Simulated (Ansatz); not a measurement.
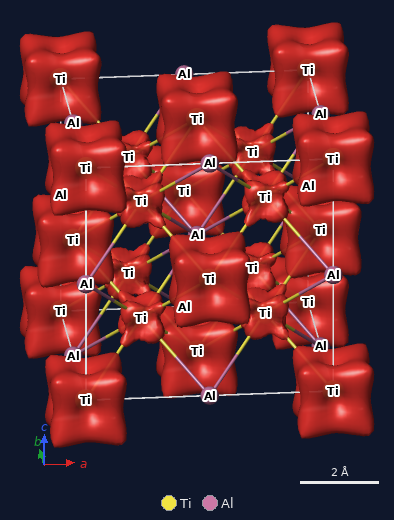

Figure. Ti$_{3}$Al. Isosurfaces of the spin density at +0.08 (red) and −0.08 e/Å³ (blue), seen at an oblique angle. Sticks mark near contacts.

Space group Fm-3m; a structure from a database of computed crystals, not necessarily the ambient phase; spin-polarised.

The calculation used DFT r2SCAN, scalar-relativistic, plane waves, PAW (Ansatz 0.2.0).

In a PAW calculation such maps are meaningful between the atoms, not at the nuclei.

```xyz
16
Lattice="6.4607 0.0000 0.0000 0.0000 6.4607 0.0000 0.0000 0.0000 6.4607" Properties=species:S:1:pos:R:3 pbc="T T T"
Ti    4.8455    1.6152    1.6152
Ti    1.6152    4.8455    1.6152
Ti    1.6152    1.6152    4.8455
Ti    4.8455    4.8455    4.8455
Ti    1.6152    1.6152    1.6152
Ti    4.8455    4.8455    1.6152
Ti    4.8455    1.6152    4.8455
Ti    1.6152    4.8455    4.8455
Ti    0.0000    0.0000    0.0000
Ti    3.2304    3.2304    0.0000
Ti    3.2304    0.0000    3.2304
Ti    0.0000    3.2304    3.2304
Al    3.2304    0.0000    0.0000
Al    0.0000    3.2304    0.0000
Al    0.0000    0.0000    3.2304
Al    3.2304    3.2304    3.2304
```

Where is the spin, and how is it ordered?

The spin density sits on Ti: +1.4 μB (×4) in one cell of 16 atoms, with smaller moments on other sites: Ti (up to +0.28 μB) and Al (up to −0.06 μB): parallel moments, as they must be, since the calculation's own cell holds one magnetic site. The cell of the calculation (4 atoms) carries 2.4 μB of net spin moment. Only one sign reaches the isovalue.
